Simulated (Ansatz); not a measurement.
HC6N (slab)

```
C N H
1.0
     2.46563    0.00000    0.00000
    -1.23281    2.13417    0.00000
     0.00000    0.00000   26.78427
C N H
6 1 1
Direct
  0.66670 0.33340 0.31735
  0.33330 0.66660 0.31735
  0.08364 0.26833 0.44393
  0.75050 0.60210 0.44394
  0.52347 0.28249 0.56537
  0.19375 0.62308 0.56540
  0.35208 0.95274 0.61341
  0.75070 0.95278 0.62777
```

The program warned that a starting moment wasn't kept; spin-polarised, but the moments vanished.

These are results of DFT PBE+D3(BJ), scalar-relativistic, plane waves, PAW in Ansatz 0.2.0, not measurements.

In a PAW calculation such maps are meaningful between the atoms, not at the nuclei.

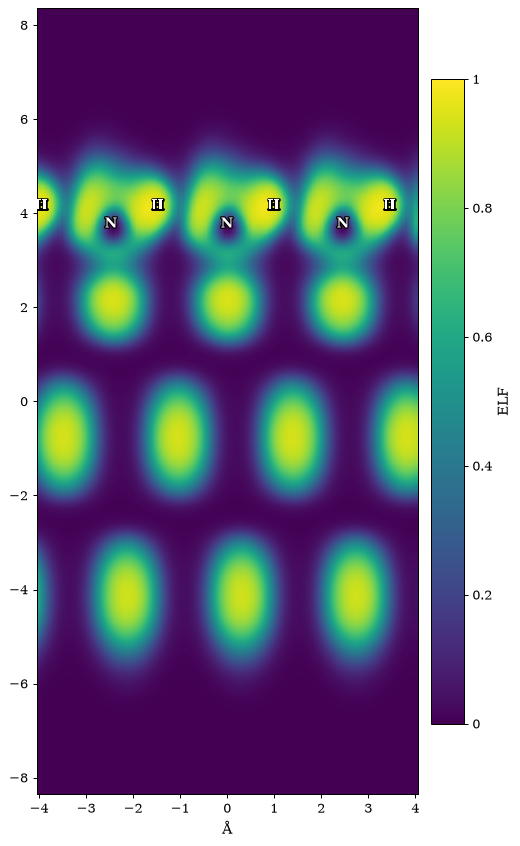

Figure 1. Electron localisation function on the (010) plane of the calculation cell, a cut from vacuum to vacuum.

**Describe what can be read from this map.**

The section cuts through N and H sites. Atoms just off the plane (C, 0.6 Å away) can leave unmarked features too. N–H (1.06 Å): the ELF climbs to about 1 towards the hydrogen, as it does in any bond to H: an ordinary covalent bond to hydrogen.

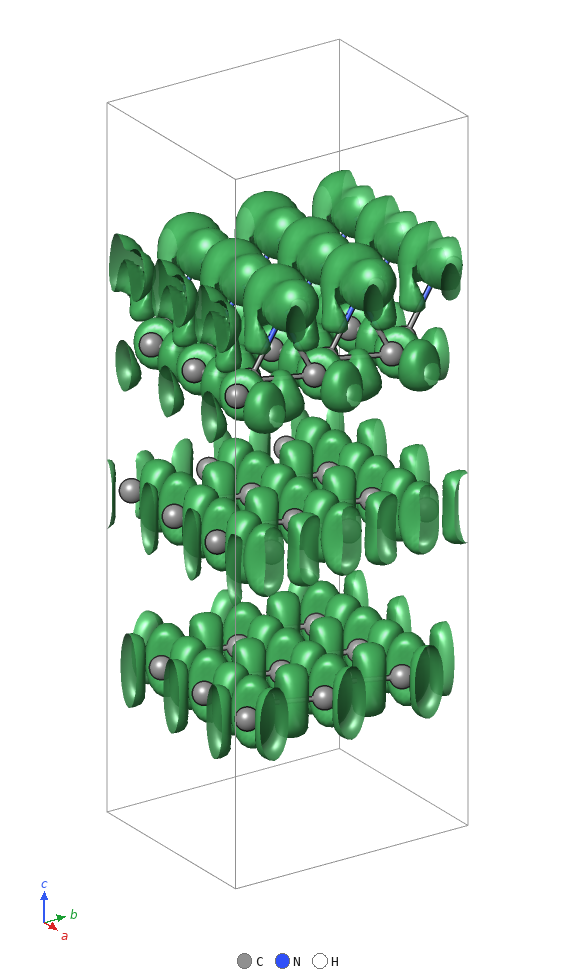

Figure 2. Isosurface of the ELF at 0.75 (green), seen slightly off an axis. Only the valence region is drawn (cores and ρ < 0.01 e/Å³ removed). Sticks mark near contacts.

**Where are the electrons localised?**

At this value the surface marks out nine regions between bonded C–C atoms and one joined region spread over several atoms (H, N), in which their bonds and any lone pairs are merged, counted in one cell of 8 atoms. Counts are for one cell; the picture repeats the cell along the surface.


 C–C (1.41 Å): the ELF peaks at about 0.90 between the atoms.

**Does the calculation make it a metal, or give it a gap?**

It is gapless in this calculation (a metal or semimetal).
